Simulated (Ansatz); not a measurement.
System: MnO2.

Input file:

```
crystal:
  lattice:
    - [4.4327743692, 0.0, 0.0]
    - [0.0, 4.4327743692, 0.0]
    - [0.0, 0.0, 5.7327951844]
  atoms:
    - { symbol: Mn, position: [0.5, 0.5, 0.2516120033], spin: 4.0 }
    - { symbol: Mn, position: [1.0, 1.0, -0.0016120033], spin: 4.0 }
    - { symbol: O, position: [0.694343765, 0.694343765, -0.0004705934] }
    - { symbol: O, position: [0.805656235, 0.194343765, 0.2504705934] }
    - { symbol: O, position: [0.305656235, 0.305656235, -0.0004705934] }
    - { symbol: O, position: [0.194343765, 0.805656235, 0.2504705934] }
    - { symbol: Mn, position: [0.5, 0.5, 0.7516120033], spin: -4.0 }
    - { symbol: Mn, position: [1.0, 1.0, 0.4983879967], spin: -4.0 }
    - { symbol: O, position: [0.694343765, 0.694343765, 0.4995294066] }
    - { symbol: O, position: [0.805656235, 0.194343765, 0.7504705934] }
    - { symbol: O, position: [0.305656235, 0.305656235, 0.4995294066] }
    - { symbol: O, position: [0.194343765, 0.805656235, 0.7504705934] }
basis:
  ecutwfc: 420
kpoints:
  mp_grid: { grid: [8, 8, 5] }
  band_path:
    path:
      - [[0.0, 0.0, 0.0], [0.5, 0.0, 0.0], [0.5, -0.5, 0.0], [0.0, 0.0, 0.0], [0.0, 0.0, 1.0], [0.5, 0.0, 1.0], [0.5, -0.5, 1.0], [0.0, 0.0, 1.0]]
      - [[0.5, 0.0, 0.0], [0.5, 0.0, 1.0]]
      - [[0.5, -0.5, 0.0], [0.5, -0.5, 1.0]]
    npoints: 10
hamiltonian:
  xc: pbe
  hubbard: { sites: [{ species: Mn, l: d, u_eff: 3.9 }] }
scf:
  occupations: { method: gaussian, width: 0.1 }
  n_extra_bands: 30
output:
  forces: true
  stress: true
  eigenvalues: true
  populations: true
  dos: { projected: true, de: 0.02, nscf_kmesh: { grid: [12, 12, 8] } }
  bader: false
  write_density: true
  write_potential: true
  elf: true
  volumetric_format: npy
magnetization:
  spin_polarized: true
```

Command:

```sh
ansatz run input.yaml --threads 1 --pin off --max-ram 2560MiB --backend cpu --events-out ev --progress --plain --runs-dir out
```

Below, planes, directions and counts refer to the conventional cell (a = 4.43 Å, b = 4.43 Å, c = 5.73 Å, α = 90.00°, β = 90.00°, γ = 90.00°).

Space group P-42₁m; a structure from a database of computed crystals, not necessarily the ambient phase; a generated structure, not necessarily the stable one; computed pressure about 6 GPa in this cell; the SCF solution may not be the lowest one; Hubbard U of 3.9 eV on Mn d only; the program warned that another magnetic order may lie lower; spin-polarised.

All numbers below come from Ansatz, DFT PBE+U, scalar-relativistic, plane waves, PAW.

> What can the converged valence pseudo-density, electron localisation function and spin density tell about the bonding?

Mn–O (1.87 Å): ρ at the midpoint is about 0.85 e/Å³; the ELF peaks at about 0.80 in the valence shell of O, 0.6 Å from its nucleus, and is about 0.25 at the midpoint (no shared electron pair shows on this line).
Mn–O (1.89 Å): ρ at the midpoint is about 0.81 e/Å³; the ELF peaks at about 0.80 in the valence shell of O, 0.6 Å from its nucleus, and is about 0.25 at the midpoint: no localised pair shows between them.
The spin density sits on Mn: +2.5 μB (×2) and −2.5 μB (×2) in one cell of 12 atoms: antiferromagnetic in this solution, which needn't be the ground state, with every nearest magnetic neighbour opposed. The cell of the calculation (12 atoms) carries 0.0 μB of net spin moment.

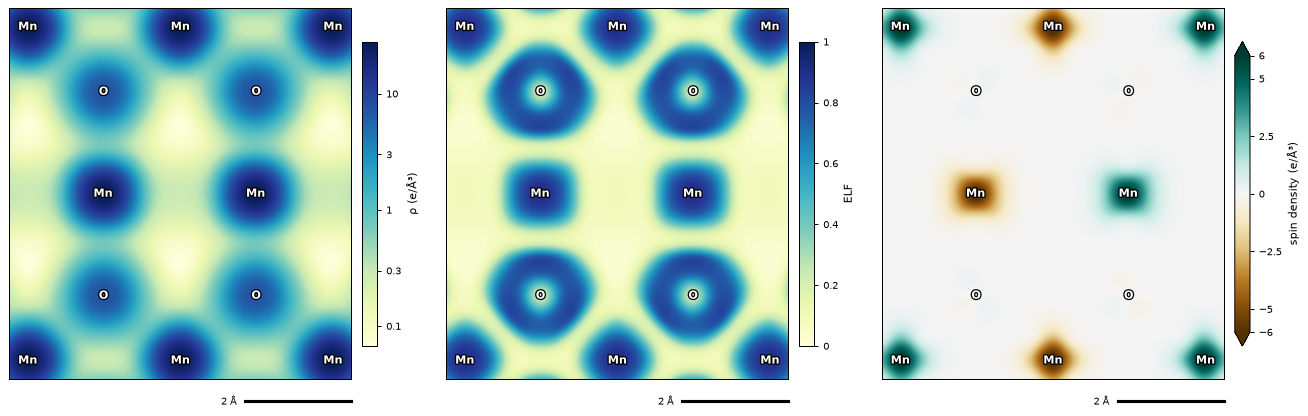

Computed valence pseudo-density, electron localisation function and spin density on the (11̄0) plane of the conventional cell, in this order. 

In a PAW calculation such maps are meaningful between the atoms, not at the nuclei.
